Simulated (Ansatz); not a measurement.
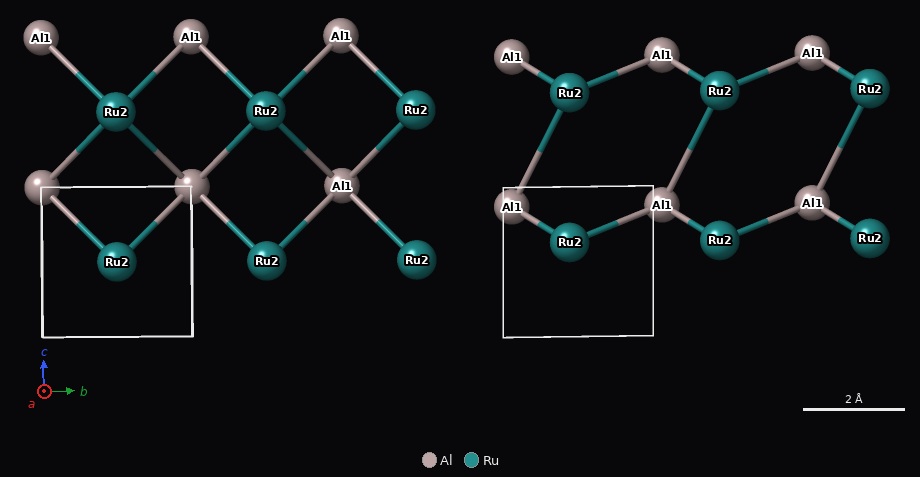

Two geometries of solid AlRu (set up in P1), drawn at one scale. One is the start of a relaxation, the other its converged end. The picture is a ball-and-stick view of the cell of the calculation, repeated 1 × 3 × 2 with one cell outlined, seen along the a axis.

These are results of Ansatz, DFT PBEsol, scalar-relativistic, plane waves, PAW, not measurements. Settings: plane-wave cutoff 420 eV; k-point mesh 12 × 12 × 12; occupations gaussian; smearing width 0.15 eV; no spin polarisation; cell and atoms relaxed; force threshold 0.01 eV/Å; at most 80 steps.

> Which of the two is the end point?

The left one is the relaxed one. Case: all atoms moved at random, sigma 0.4 Å for each component, cell strained at random, sigma 0.01; relaxed back. The largest moves relative to the cell, 0.45 Å, are those of Al1 and Ru2. Al1 goes along [−1 −1 2]. By element the largest moves are Al 0.45 Å, Ru 0.45 Å. Cell: a 2.960 → 2.976 Å (+0.5 %), b 2.982 → 2.976 Å (−0.2 %), c 2.974 → 2.976 Å (0.0 %), α 89.2° → 90.0°, β 90.3° → 90.0°, γ 89.1° → 90.0°. Volume +0.4 %. Near-neighbour distances that change, for instance: Al1–Ru2 3.429 → 2.577 Å, Al1–Ru2 (another image) 1.785 → 2.577 Å, Al1–Ru2 (another image) 3.118 → 2.577 Å, Al1–Ru2 (another image) 3.092 → 2.577 Å. New bonds form, among them: Al1–Ru2 (3.12 → 2.58 Å), Al1–Ru2 (3.43 → 2.58 Å). Among the angles between lasting bonds that change: Ru2–Al1–Ru2 141.7° → 180.0°, Al1–Ru2–Al1 141.7° → 180.0°, Al1–Ru2–Al1 140.6° → 109.5°. Within 0.06 Å the space group is Cm at the start and Pm-3m at the end; at a tighter tolerance small leftover displacements or strains of the cell lower it. Over 5 accepted moves (7 points after the start) the energy falls by 5.247 eV per cell of the calculation. Largest force component: 11 eV/Å at the start, under 0.0001 eV/Å at the end. The pressure goes from 74.37 to 0.00 GPa. At 2 points the geometry stayed and the basis and grid were re-selected for the new cell (energy shift of less than 0.05 meV per cell of the calculation at most each time).
